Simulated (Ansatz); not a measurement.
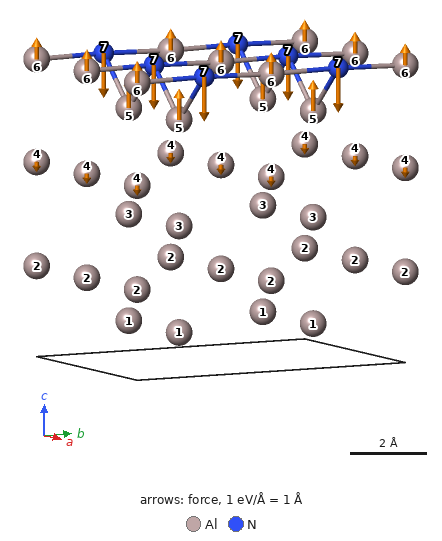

Starting geometry of a slab of composition Al6N (cut from the Fm-3m phase) with the computed forces as orange arrows. A ball-and-stick model of the 2 × 2 repeat of the cell, outlined in the plane, without the vacuum, seen from a free direction.

Case: N put at a bridge Al-Al site. The slab is the (1 1 0) face of Al with N on it. 3 atoms are held fixed.

Theory: DFT PBEsol, scalar-relativistic, plane waves, PAW in Ansatz 0.2.0. Settings: plane-wave cutoff 420 eV; k-point mesh 10 × 7 × 1; occupations gaussian; smearing width 0.1 eV; no spin polarisation; dipole correction; atoms relaxed in a fixed cell; force threshold 0.03 eV/Å; at most 70 steps.

Question: Is this structure relaxed? If not, where do the atoms go?

Answer: It isn't relaxed: the largest force vector, on N7, is 1.20 eV/Å. The final displacements follow the starting forces only in part (cosine between the two patterns 0.64). Al6 moves most: 0.35 Å along the normal (+c). Largest moves by element: Al 0.35 Å, N 0.15 Å. The cell stays as it was. Some distances before and after: Al5–N7 1.925 → 1.825 Å, Al6–N7 2.008 → 2.059 Å. Bond angles that change, for instance: N7–Al6–N7 177.7° → 154.5°, Al6–N7–Al6 177.7° → 154.5°, Al5–N7–Al6 89.2° → 98.0°. The energy falls by 0.192 eV per cell of the calculation in 5 geometry steps. The largest force component goes from 1.2 to 0.008 eV/Å. Cost: 47 s on 1 thread of Intel(R) Xeon(R) 6975P-C (Granite Rapids) (shared host), peak memory 0.53 GiB.

Limits of the set-up: the cell has an odd number of electrons but was run without spin polarisation; the periodic images lie only 2.8 Å apart, so the values are limited by the cell's size.
